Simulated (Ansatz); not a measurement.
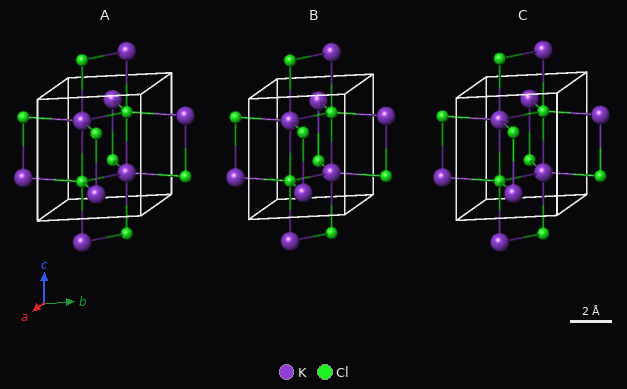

3 geometries from one relaxation of a crystal of KCl (built on the h-MgO (five-fold) type), in shuffled order. Style: ball-and-stick. Shown: the cell of the calculation, slightly off an axis.

These are results of Ansatz, DFT, PBEsol, plane waves, PAW, not measurements. Set-up: plane-wave cutoff 420 eV; k-point mesh 6 × 6 × 4; occupations fermi dirac; smearing width 0.03 eV; no spin polarisation; cell and atoms relaxed; force threshold 0.01 eV/Å; at most 120 steps.

> Put them in the order of the run, from the start to the converged end.

B, C, A. They are steps 0, 1, 4, at +61.3 meV per atom, +6.8 meV per atom relative to the last. No atom moves by more than 0.005 Å relative to the cell. The drawn cell changes as follows: a = b 4.914 → 5.293 Å (+7.7 %), c 6.142 → 6.193 Å (+0.8 %); the volume changes by +17.0 %. Among the contacts that change: Cl–K 2.837 → 3.056 Å, Cl–K 3.071 → 3.096 Å. The space group stays P6_3/mmc (No. 194). Over 3 accepted moves (4 points after the start) the energy falls by 61.3 meV per atom. All forces vanish by symmetry, so only the cell relaxes. Pressure: 3.39 GPa at the start and 0.02 GPa at the end. The SCF was repeated once at an unchanged geometry on a basis and grid sized afresh for the cell, which shifted the energy by 0.2 meV per atom at most.
